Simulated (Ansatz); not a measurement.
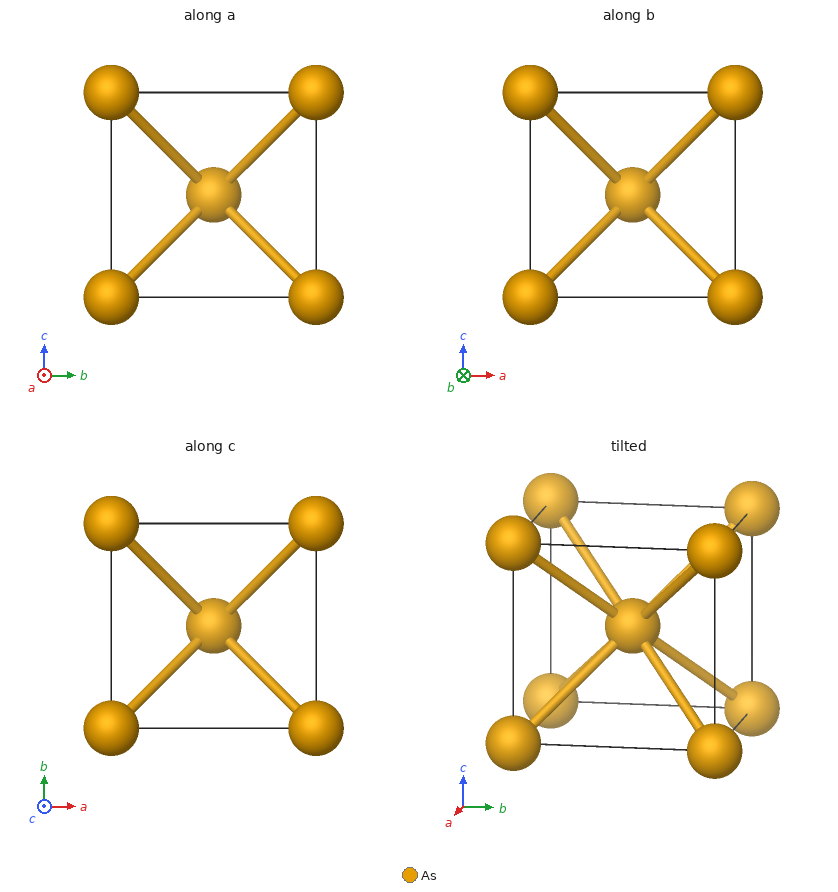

Ball-and-stick representation of a periodic structure, projected along the a axis, along the b axis, along the c axis and slightly off an axis. The outline marks the conventional unit cell.

Lattice parameters: a = 3.319 Å, b = 3.319 Å, c = 3.319 Å, α = 90.00°, β = 90.00°, γ = 90.00°. Put a along x and b in the xy plane.

Question: Record the structure as a POSCAR file.

Answer:
```
As
1.0
     3.319    0.000    0.000
     0.000    3.319    0.000
     0.000    0.000    3.319
As
2
Direct
  0.0000 0.0000 0.0000
  0.5000 0.5000 0.5000
```

It goes back to a structure type filled with this element by a generator (whether the element takes this form wasn't checked). Earlier steps of the study may have refined or changed the cell and positions. Ansatz was used for an electronic-structure calculation on it.
